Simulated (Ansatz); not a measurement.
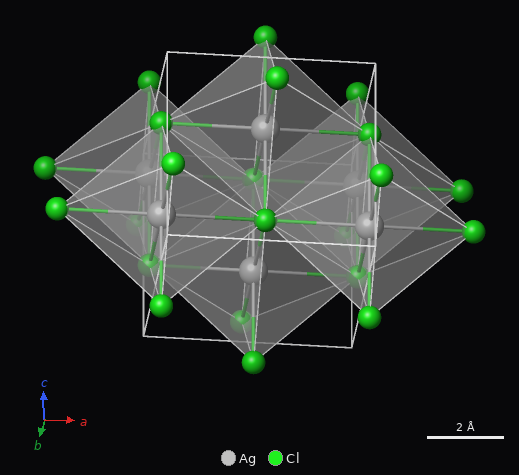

The starting point is crystalline AgCl (built on the database structure type) at its r2SCAN-relaxed geometry. A polyhedral model of the conventional cell (2 times the calculation's cell), seen from a free direction. Lengths and directions refer to the drawn axes.

The calculation used DFT, r2SCAN, plane waves, PAW in Ansatz. Set-up: plane-wave cutoff 500 eV; k-point mesh 6 × 6 × 6; occupations fixed; no spin polarisation.

The variant: The cell is strained by +1.6 % along [1 −1 0] and none across it (volume +1.7 %). The atoms were relaxed with r2SCAN under that strain, and this is a single point on that geometry.

The input:
```yaml
crystal:
  lattice:
    - [3.9166762195, 0.0, 0.1936458359]
    - [0.0, 3.9859471709, 0.0]
    - [-0.2730111633, 0.0, 5.5375273353]
  atoms:
    - { symbol: Ag, position: [0.2500548767, 0.25, 0.2500031849] }
    - { symbol: Ag, position: [0.7499451233, 0.75, 0.7499968151] }
    - { symbol: Cl, position: [0.7500376899, 0.75, 0.2499964645] }
    - { symbol: Cl, position: [0.2499623101, 0.25, 0.7500035355] }
kpoints:
  mp_grid: { grid: [6, 6, 6] }
  band_path:
    path:
      - [0.0, 0.0, 0.0]
      - [0.5000136275, 0.4999863725, 9.82862e-05]
      - [0.5000136275, 0.4999863725, 0.5000982814]
      - [0.5000136275, 0.0, 0.5000982814]
      - [0.24988252, 0.0, 1.000049109]
      - [0.7501447351, 0.0, 0.0001474537]
      - [0.7501447351, 0.2498688992, 0.0001474537]
      - [0.24988252, 0.2498688992, 1.000049109]
      - [0.0, 0.5, 0.5]
    npoints: 1
hamiltonian:
  xc: r2scan
scf:
  occupations: { method: fixed }
  n_extra_bands: 5
output:
  forces: true
  stress: true
  eigenvalues: true
```

Run as
```bash
ansatz run input.yaml --threads 4 --pin off --max-ram 4608MiB --backend cpu --events-out ev --progress --plain --runs-dir out
```

Q: What does the calculation give for the changed structure?

A: Near-neighbour distances before and after: Ag–Cl 2.773 → 2.772 to 2.796 Å. The space group (tolerance 0.01 Å) goes from Fm-3m (No. 225) to Immm (No. 71). It costs 1.1 meV per atom. Pressure: 0.0 GPa before, −0.8 GPa after. The principal stresses (compression positive) are −1.0 GPa along [1 −1 0] and −0.7 GPa across it. All forces vanish by symmetry. The band gap goes from 1.47 to 1.45 eV.

The changed structure in the same view:

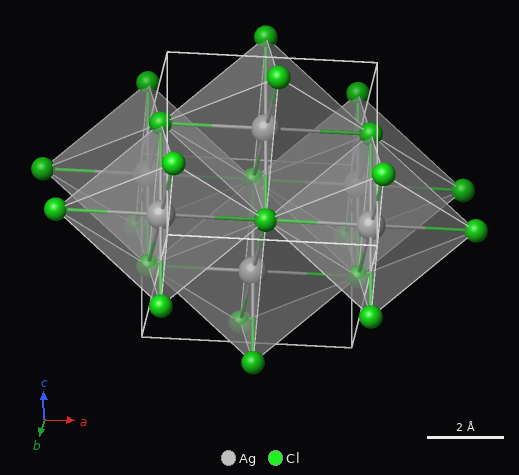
